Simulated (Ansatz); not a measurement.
**Ni: single-point calculation**

- system: Ni (Fm-3m, 3 atoms in the cell)
- method: DFT, PBE, PAW with Ansatz's default frozen-core files, scalar-relativistic, spin-polarised (Ansatz 0.2.0)

It belongs to a series of runs on one base structure; here: bulk in the slab's orientation, PAW files. Figures and captions count atoms from 1; the log counts them from 0 in places.

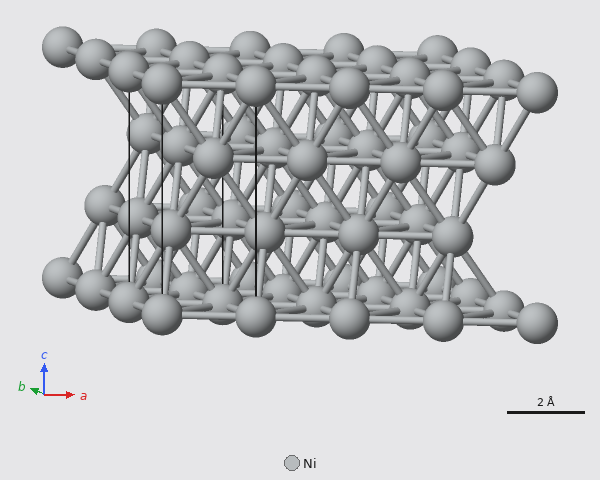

**Figure 1.** The structure as given in the input (ball-and-stick view of the cell of the calculation, repeated 4 × 3 × 1, seen slightly off an axis).

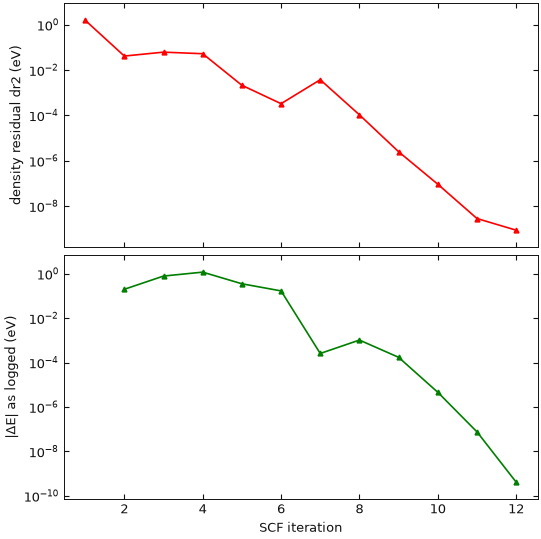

**Figure 2.** Convergence of the self-consistent field: density residual dr2 and size of the energy change against the SCF iteration. The residual comes down, with one marked jump up, by a factor of about 10, at step 7.

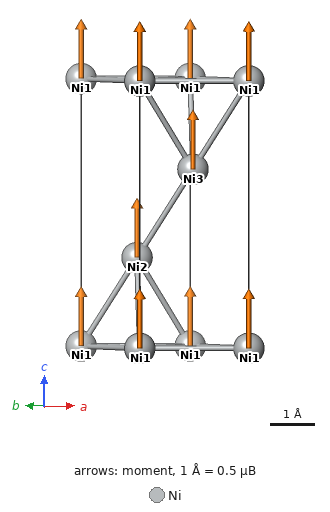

**Figure 3.** Magnetic moments of the sites as orange arrows (ball-and-stick view of the cell of the calculation, seen at an oblique angle; atoms are numbered from 1 in the order of the input); small moments hardly show. The run is collinear, so the axis drawn is arbitrary. Site moments: all 3 Ni atoms (0.68 μB). They are counted near the atoms and needn't add up to the moment of the cell.

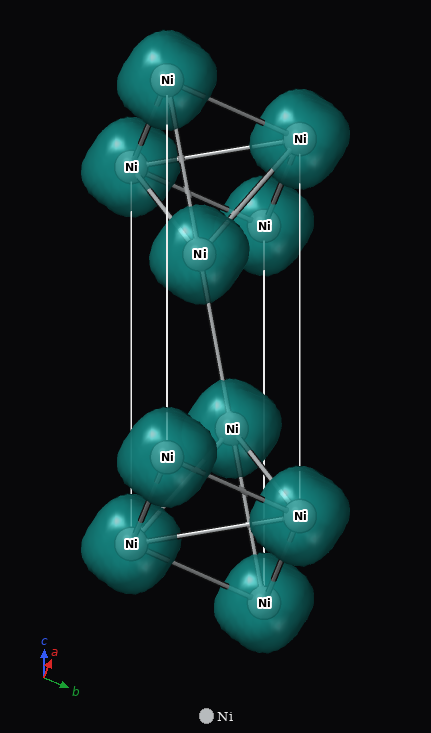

**Figure 4.** Isosurfaces of the spin density at +0.1 (teal) and −0.1 e/Å³ (pink), seen at an oblique angle. Sticks mark near contacts. The outline is the calculation cell. The cell of the calculation (3 atoms) carries 1.9 μB net. Only one sign reaches the isovalue. Core electrons are frozen (PAW), so the fields are smoothed inside the atomic spheres.

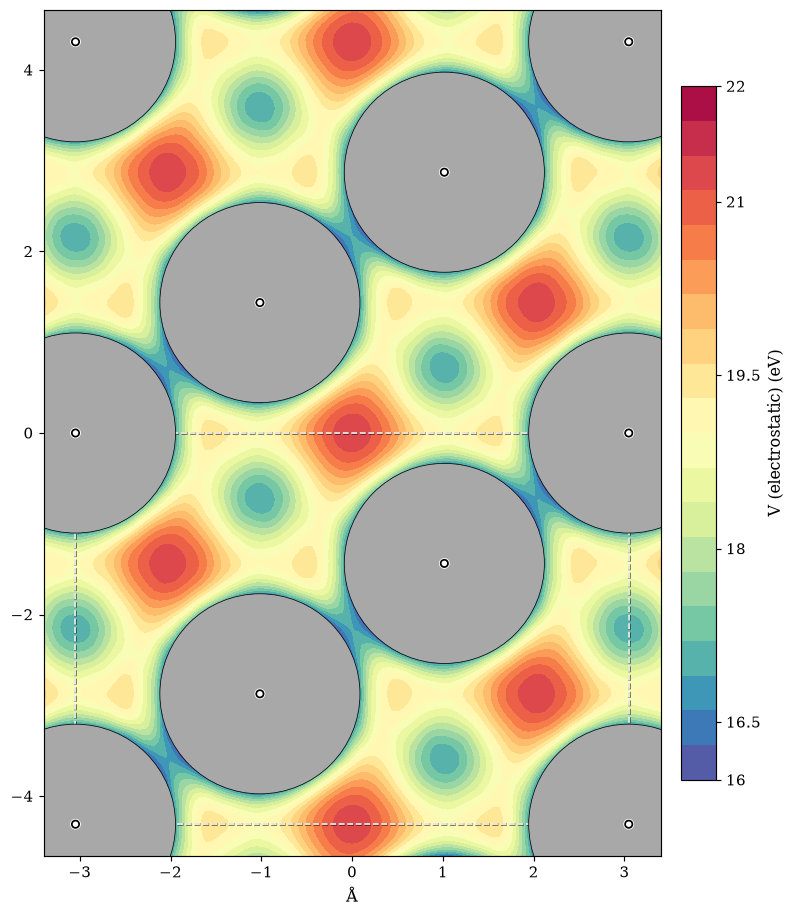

**Figure 5.** Electrostatic potential (local pseudopotential plus Hartree) felt by an electron on the (110) plane of the calculation cell. Circles mark the nuclei in the plane (Ni). Grey discs, where drawn, cover atomic cores. The plane passes through Ni nuclei. Outside the cores the potential energy rises away from the atoms and is highest about 1.7 Å from the nearest atoms; outside the discs it spans about 5 eV, and its zero is arbitrary.

The input that produced these results follows, with the program's output.

## The input
```yaml
crystal:
  lattice:
    - [0.0, 1.7593077394, -1.7593077394]
    - [-1.7593077394, 0.0, 1.7593077394]
    - [3.5186154789, 3.5186154789, 3.5186154789]
  atoms:
    - { symbol: Ni, position: [0.0, 0.0, 0.0], spin: 1.0 }
    - { symbol: Ni, position: [0.333333333, 0.666666667, 0.333333333], spin: 1.0 }
    - { symbol: Ni, position: [0.666666667, 0.333333333, 0.666666667], spin: 1.0 }
magnetization:
  spin_polarized: true
kpoints:
  mp_grid: { grid: [19, 19, 7] }
scf:
  occupations: { method: fermi_dirac, width: 0.05 }
hamiltonian:
  xc: pbe
  pseudopotentials: { kind: paw }
output:
  forces: true
  stress: true
  eigenvalues: true
  write_density: true
  write_potential: true
  elf: true
  volumetric_format: npy
```

Command:
```bash
ansatz run input.yaml --threads 2 --pin off --max-ram 6144MiB --backend cpu --events-out ev --progress --plain --runs-dir out
```

## Output
```
Engine: ansatz 0.2.0, aarch64-unknown-linux-gnu
Pseudopotentials: kind: paw
Pseudopotential: Ni, paw, valence charge 18, recommended cutoff 420 eV (normal), Ni.paw.azcp
Functional definition: PBE
  parameter kappa = 0.804
  parameter beta = 0.06672455060314922
  exchange = pbe_x(kappa = kappa, mu = beta*pi^2/3)
  correlation = pbe_c(beta = beta)
Crystal: 3 atoms, lattice volume = 32.672 Å³
Basis set: ecut = 420 eV, 591 PW (Γ), exchange–correlation on 36×36×90 points (8 copies of the dense FFT grid, shifted against one another)
Bands: 35, of which v1, the nominal top of the filled ones, is band 27 counted from 1 (26 counted from 0)
Symmetry: 36 space group operations
Space group: Fm-3m (ITA 225), of the structure as read, at distance tolerance 3.2e-5 Å
Magnetic group: BNS 225.116 (UNI 1618), of the structure as read, at distance tolerance 3.2e-5 Å
k-points: 250 of 2527
Non-local potential: Ni, projectors of the file, l = 0: 3, l = 1: 2, l = 2: 3, l = 3: 1
PAW form: soft (Blöchl's): semilocal exchange-correlation on the pseudo side does not see the compensation charge
PAW one-centre angular grid: Ni, 590 points (default); XC on 64 Gauss nodes
Initial density: superposition of atomic densities (chi_scale 0.1, normalization cell)
Starting moments: Σ|m| = 3 μB on 3 of 3 sites
Initial wavefunctions: pseudopotential atomic-orbital guess
Functional: x = pbe(κ = 0.804, μ = 0.2195149727645171), c = pbe(β = 0.06672455060314922)
iter 1 solved again at ethr=2.94e-3 eV; its pass at ethr=3.10e-3 eV (dr2=1.59e0 eV) is discarded
SCF iter   1: F=—  HF=-17516.873632 eV  |F-HF|=—  |Δ(HF+E_count)|=         —  Δρ=5.03e-2 (↑4.09e-2 ↓5.03e-2)  dr2=1.59e0  dr2_m=2.88e-2  M=2.530 μB ∫|m|=2.705 μB  β_m=0.30  ethr=2.94e-3  ⟨swp⟩=1.3  Hψ=79590  notcnv=0
Mixer restart at iter 1: flushing history
preconditioner: auto → Kerker (q_TF=auto, 2.967 Å⁻¹)  [metal: Δε(μ)=0.003 eV  Ē_g=9.929 eV  σ=0.050 eV  W_gap=0.02  n_scr=10 (ndim 8)  ℏωp=35.6 eV  f_vac=0.000  D(μ)=4.64/eV (n_scr^D=68)]
spin=Collinear: Kerker preconditioning applied to the charge; magnetization (m = ρ↑ − ρ↓) channel mixes plain (no charge-response kernel on spin).
SCF iter   2: F=—  HF=-17516.672993 eV  |F-HF|=—  |Δ(HF+E_count)|=   2.01e-1  Δρ=2.01e-2 (↑1.17e-2 ↓2.01e-2)  dr2=4.18e-2  dr2_m=3.34e-2  M=2.345 μB ∫|m|=2.541 μB  β_m=0.29  ethr=2.94e-3  ⟨swp⟩=2.0  Hψ=26792  notcnv=0
SCF iter   3: F=—  HF=-17517.465092 eV  |F-HF|=—  |Δ(HF+E_count)|=   7.92e-1  Δρ=2.16e-2 (↑9.53e-3 ↓2.16e-2)  dr2=6.21e-2  dr2_m=3.45e-2  M=2.269 μB ∫|m|=2.481 μB  β_m=0.24  ethr=7.74e-5  ⟨swp⟩=2.0  Hψ=31339  notcnv=0  defer=812
SCF iter   4: F=—  HF=-17518.654935 eV  |F-HF|=—  |Δ(HF+E_count)|=    1.19e0  Δρ=1.78e-2 (↑4.88e-3 ↓1.78e-2)  dr2=5.30e-2  dr2_m=2.82e-2  M=2.134 μB ∫|m|=2.376 μB  β_m=0.40  ethr=7.74e-5  ⟨swp⟩=2.8  Hψ=35111  notcnv=0  defer=813
SCF iter   5: F=—  HF=-17519.010804 eV  |F-HF|=—  |Δ(HF+E_count)|=   3.56e-1  Δρ=5.95e-3 (↑3.06e-3 ↓5.95e-3)  dr2=2.15e-3  dr2_m=4.98e-3  M=2.062 μB ∫|m|=2.312 μB  β_m=0.80  ethr=7.74e-5  ⟨swp⟩=2.0  Hψ=29217  notcnv=0  defer=849
SCF iter   6: F=—  HF=-17519.181173 eV  |F-HF|=—  |Δ(HF+E_count)|=   1.70e-1  Δρ=1.94e-3 (↑1.94e-3 ↓1.64e-3)  dr2=3.32e-4  dr2_m=8.19e-4  M=1.946 μB ∫|m|=2.220 μB  β_m=0.90  ethr=3.98e-6  ⟨swp⟩=2.1  Hψ=35283  notcnv=0  defer=853
SCF iter   7: F=—  HF=-17519.180914 eV  |F-HF|=—  |Δ(HF+E_count)|=   2.59e-4  Δρ=3.79e-3 (↑9.26e-4 ↓3.79e-3)  dr2=3.78e-3  dr2_m=8.45e-4  M=1.925 μB ∫|m|=2.203 μB  β_m=0.77  ethr=6.15e-7  ⟨swp⟩=2.0  Hψ=35616  notcnv=0  defer=864  recentre
SCF iter   8: F=—  HF=-17519.181959 eV  |F-HF|=—  |Δ(HF+E_count)|=   1.04e-3  Δρ=9.05e-4 (↑7.47e-4 ↓9.05e-4)  dr2=1.07e-4  dr2_m=1.77e-4  M=1.938 μB ∫|m|=2.214 μB  β_m=0.74  ethr=6.15e-7  ⟨swp⟩=2.0  Hψ=34286  notcnv=0  defer=851
SCF iter   9: F=—  HF=-17519.182133 eV  |F-HF|=—  |Δ(HF+E_count)|=   1.74e-4  Δρ=1.52e-4 (↑1.52e-4 ↓1.09e-4)  dr2=2.52e-6  dr2_m=4.01e-6  M=1.935 μB ∫|m|=2.211 μB  β_m=0.87  ethr=1.97e-7  ⟨swp⟩=2.0  Hψ=24596  notcnv=0  defer=851
SCF iter  10: F=—  HF=-17519.182138 eV  |F-HF|=—  |Δ(HF+E_count)|=   4.64e-6  Δρ=2.12e-5 (↑2.12e-5 ↓1.17e-5)  dr2=9.32e-8  dr2_m=4.16e-8  M=1.934 μB ∫|m|=2.210 μB  β_m=0.93  ethr=4.67e-9  ⟨swp⟩=2.0  Hψ=25157  notcnv=0  defer=851
SCF iter  11: F=—  HF=-17519.182138 eV  |F-HF|=—  |Δ(HF+E_count)|=   7.67e-8  Δρ=2.37e-6 (↑2.37e-6 ↓2.08e-6)  dr2=2.86e-9  dr2_m=5.44e-11  M=1.934 μB ∫|m|=2.210 μB  β_m=0.94  ethr=1.73e-10  ⟨swp⟩=2.0  Hψ=25096  notcnv=0  defer=851
SCF iter  12: F=-17519.182138 eV  HF=-17519.182138 eV  |F-HF|=7.02e-10  |Δ(HF+E_count)|=  4.18e-10  Δρ=1.46e-6 (↑6.91e-7 ↓1.46e-6)  dr2=8.73e-10  dr2_m=5.24e-11  M=1.934 μB ∫|m|=2.210 μB  ethr=5.30e-12  ⟨swp⟩=9.6  Hψ=98914  notcnv=0
SCF 1 converged in 12 iterations: F = -17519.182138 eV  dr2 = 8.73e-10
  greatest PAW one-centre occupation: 1.001 electrons in one spin orbital (limit 2), on the Ni atom at site 2 (counted from 0), in its partial waves of l = 1
SCF converged after 12 iterations
Magnetization: 1.9339 μB (27.9669 up, 26.0331 down)
Absolute magnetization: 2.2123 μB (∫|ρ↑−ρ↓|, with the PAW one-centre terms)
Spin contamination: 0.0220 ħ² per cell (⟨S²⟩ above its minimum at these occupations)
Per-site moments (μB) at R_I (Å): [(0.6838596917727526, 1.0263152069970651), (0.6838596917727524, 1.0263152069970651), (0.6838596917727524, 1.0263152069970651)]
Free energy (F): -17519.182138 eV
Harris-Foulkes:  -17519.182138 eV  (|F-HF|=7.02e-10)
Internal energy: -17519.139355 eV  (E = F + TS)
E sigma→0 (E₀):  -17519.160746 eV
Entropy (-TS):   -0.042783 eV (-14.261 meV/atom)
Fermi energy:    18.168975 eV
--- Per-component energies (eV) ---
  E_band       = -854.072763
  E_kinetic    = 846.211518
  E_local      = -10315.730209  (includes V_loc(G=0)·N_el)
  E_nonlocal   = 1906.570714
  E_hartree    = 4305.921299
  E_xc         = -254.381761
  E_vxc        = -328.023752  (∫ρ·V_xc dr)
  E_paw        = -4888.830944  (= ΣΔE_a)
  E_vpaw       = -1574.949282  (= ΣTr[D̂ρ^β])
  E_aug_tail   = 0.001759  (compensation charges beyond the density's cutoff)
  E_ewald      = -9118.901731
  E_smearing   = -0.042783  (= −TS)
  E_closure    = 0.000000  (closes the sum)
  Σ components = -17519.182138   (vs F -17519.182138, Δ=0.00e0)
--- Forces (eV/Å), atoms counted from 1 ---
  atom   1  Ni     0.00000000     0.00000000    -0.00000000
  atom   2  Ni     0.00000000     0.00000000     0.00000000
  atom   3  Ni    -0.00000000     0.00000000     0.00000000
  max |Σ_I F_I| component: 6.66e-29 eV/Å
--- Stress (GPa, compression-positive) ---
        0.111372      -0.035058      -0.035058
       -0.035058       0.111372      -0.035058
       -0.035058      -0.035058       0.111372
  P = ⅓ Tr σ = 0.1114 GPa (1.114 kbar)
--- Band table (eV; the first three rows and the last of 500) ---
  k-point 0 ↑: bands = ["-85.5214", "-85.4964", "-85.4964", "-45.9407", "-45.9407", "-45.8032", "-45.8032", "-45.8032", "-45.8032", "-45.7795", "-45.7795", "-45.7773", "9.0421", "12.4843", "12.4843", "15.6835", "15.6835", "15.6929", "15.6931", "15.6931", "15.8465", "15.8465", "15.8465", "15.8465", "16.8831", "16.8831", "17.2055", "17.2055", "17.2055", "17.2055", "28.5664", "28.5664", "40.9830", "40.9830", "41.6440"]
  k-point 1 ↑: bands = ["-85.5207", "-85.5010", "-85.4925", "-45.9659", "-45.9107", "-45.8069", "-45.8069", "-45.7988", "-45.7988", "-45.7822", "-45.7802", "-45.7802", "9.1310", "11.8253", "12.9359", "15.4181", "15.6696", "15.7133", "15.7133", "15.7882", "15.7882", "15.8996", "15.8996", "16.2528", "16.8744", "16.8744", "17.0498", "17.0498", "17.3556", "17.3556", "26.5898", "30.7434", "40.6091", "41.3800", "41.4178"]
  k-point 2 ↑: bands = ["-85.5185", "-85.5060", "-85.4897", "-45.9840", "-45.8784", "-45.8095", "-45.8095", "-45.7964", "-45.7941", "-45.7941", "-45.7823", "-45.7823", "9.3949", "11.0913", "13.1630", "15.3655", "15.6046", "15.7413", "15.7413", "15.7685", "15.7685", "15.9250", "15.9250", "16.8534", "16.8534", "16.9223", "16.9223", "17.0334", "17.4720", "17.4720", "24.9382", "33.0593", "40.1095", "40.3382", "41.8559"]
  k-point 249 ↓: bands = ["-84.6194", "-84.6191", "-84.6176", "-45.1177", "-45.1161", "-45.1046", "-45.0686", "-45.0520", "-45.0513", "-45.0082", "-45.0000", "-44.9986", "14.9370", "14.9536", "14.9842", "15.1514", "15.1908", "15.3036", "15.8584", "15.9464", "16.0229", "17.2298", "17.2490", "17.3503", "18.2618", "18.3004", "18.3643", "22.5379", "22.8243", "23.9265", "24.9631", "25.1922", "25.3092", "30.3210", "31.7202"]
```

## File rho_z.tsv
```
# z_ang	rho[e/angstrom^3]	rho_spin[e/angstrom^3]
# format = ansatz-planar-average/11
# lattice	0.000000000	1.759307739	-1.759307739
# lattice	-1.759307739	0.000000000	1.759307739
# lattice	3.518615479	3.518615479	3.518615479
# sites	3
# site	28	0.000000000	0.000000000	0.000000000
# site	28	0.000000000	1.759307739	1.759307739
# site	28	1.759307739	3.518615479	1.759307739
0.000000	4.556928e0	2.047942e-1
0.135432	3.966210e0	1.702234e-1
0.270863	2.682392e0	1.027175e-1
0.406295	1.524515e0	5.055034e-2
0.541726	8.239320e-1	2.109505e-2
0.677158	4.842598e-1	5.489512e-3
0.812589	3.415637e-1	-2.654733e-3
0.948021	2.945722e-1	-5.886454e-3
1.083453	2.945722e-1	-5.886454e-3
1.218884	3.415637e-1	-2.654733e-3
1.354316	4.842598e-1	5.489512e-3
1.489747	8.239320e-1	2.109505e-2
1.625179	1.524515e0	5.055034e-2
1.760610	2.682392e0	1.027175e-1
1.896042	3.966210e0	1.702234e-1
2.031474	4.556928e0	2.047942e-1
2.166905	3.966210e0	1.702234e-1
2.302337	2.682392e0	1.027175e-1
2.437768	1.524515e0	5.055034e-2
2.573200	8.239320e-1	2.109505e-2
2.708631	4.842598e-1	5.489512e-3
2.844063	3.415637e-1	-2.654733e-3
2.979495	2.945722e-1	-5.886454e-3
3.114926	2.945722e-1	-5.886454e-3
3.250358	3.415637e-1	-2.654733e-3
3.385789	4.842598e-1	5.489512e-3
3.521221	8.239320e-1	2.109505e-2
3.656652	1.524515e0	5.055034e-2
3.792084	2.682392e0	1.027175e-1
3.927516	3.966210e0	1.702234e-1
4.062947	4.556928e0	2.047942e-1
4.198379	3.966210e0	1.702234e-1
4.333810	2.682392e0	1.027175e-1
4.469242	1.524515e0	5.055034e-2
4.604673	8.239320e-1	2.109505e-2
4.740105	4.842598e-1	5.489512e-3
4.875537	3.415637e-1	-2.654733e-3
5.010968	2.945722e-1	-5.886454e-3
5.146400	2.945722e-1	-5.886454e-3
5.281831	3.415637e-1	-2.654733e-3
5.417263	4.842598e-1	5.489512e-3
5.552694	8.239320e-1	2.109505e-2
5.688126	1.524515e0	5.055034e-2
5.823558	2.682392e0	1.027175e-1
5.958989	3.966210e0	1.702234e-1
```

## File v_z.tsv
```
# z_ang	v_es[eV]	v_tot_up[eV]	v_tot_dn[eV]
# format = ansatz-planar-average/11
# xc	pbe
# density_cutoff_ev	1680
# datasets	Ni=:simpson_from_first_knot:soft
# lattice	0.000000000	1.759307739	-1.759307739
# lattice	-1.759307739	0.000000000	1.759307739
# lattice	3.518615479	3.518615479	3.518615479
# sites	3
# site	28	0.000000000	0.000000000	0.000000000
# site	28	0.000000000	1.759307739	1.759307739
# site	28	1.759307739	3.518615479	1.759307739
0.000000	-2.643313e0	-1.739235e1	-1.733217e1
0.135432	-1.761234e0	-1.632788e1	-1.627853e1
0.270863	7.621508e-1	-1.329325e1	-1.326475e1
0.406295	4.538710e0	-8.773847e0	-8.764323e0
0.541726	8.956311e0	-3.482431e0	-3.496523e0
0.677158	1.314724e1	1.588777e0	1.523240e0
0.812589	1.624056e1	5.385505e0	5.241757e0
0.948021	1.768083e1	7.208511e0	7.008164e0
1.083453	1.768083e1	7.208511e0	7.008164e0
1.218884	1.624056e1	5.385505e0	5.241757e0
1.354316	1.314724e1	1.588777e0	1.523240e0
1.489747	8.956311e0	-3.482431e0	-3.496523e0
1.625179	4.538710e0	-8.773847e0	-8.764323e0
1.760610	7.621508e-1	-1.329325e1	-1.326475e1
1.896042	-1.761234e0	-1.632788e1	-1.627853e1
2.031474	-2.643313e0	-1.739235e1	-1.733217e1
2.166905	-1.761234e0	-1.632788e1	-1.627853e1
2.302337	7.621508e-1	-1.329325e1	-1.326475e1
2.437768	4.538710e0	-8.773847e0	-8.764323e0
2.573200	8.956311e0	-3.482431e0	-3.496523e0
2.708631	1.314724e1	1.588777e0	1.523240e0
2.844063	1.624056e1	5.385505e0	5.241757e0
2.979495	1.768083e1	7.208511e0	7.008164e0
3.114926	1.768083e1	7.208511e0	7.008164e0
3.250358	1.624056e1	5.385505e0	5.241757e0
3.385789	1.314724e1	1.588777e0	1.523240e0
3.521221	8.956311e0	-3.482431e0	-3.496523e0
3.656652	4.538710e0	-8.773847e0	-8.764323e0
3.792084	7.621508e-1	-1.329325e1	-1.326475e1
3.927516	-1.761234e0	-1.632788e1	-1.627853e1
4.062947	-2.643313e0	-1.739235e1	-1.733217e1
4.198379	-1.761234e0	-1.632788e1	-1.627853e1
4.333810	7.621508e-1	-1.329325e1	-1.326475e1
4.469242	4.538710e0	-8.773847e0	-8.764323e0
4.604673	8.956311e0	-3.482431e0	-3.496523e0
4.740105	1.314724e1	1.588777e0	1.523240e0
4.875537	1.624056e1	5.385505e0	5.241757e0
5.010968	1.768083e1	7.208511e0	7.008164e0
5.146400	1.768083e1	7.208511e0	7.008164e0
5.281831	1.624056e1	5.385505e0	5.241757e0
5.417263	1.314724e1	1.588777e0	1.523240e0
5.552694	8.956311e0	-3.482431e0	-3.496523e0
5.688126	4.538710e0	-8.773847e0	-8.764323e0
5.823558	7.621508e-1	-1.329325e1	-1.326475e1
5.958989	-1.761234e0	-1.632788e1	-1.627853e1
```

## Summary

```csv
quantity,value
outcome,converged
space group (tolerance 0.01 Å),Fm-3m (225)
electrons treated,54
free energy,−17519.1821 eV
Fermi energy,18.169 eV
net moment of the cell,1.93 μB
integrated absolute moment,2.21 μB
pressure,0.11 GPa
largest force (length of the vector),under 0.001 eV/Å
hardware,"2 threads of Arm Neoverse V2, 24 GiB of memory available, shared host"
wall time,25 s (CPU time 49 s)
peak memory,0.7 GiB
```
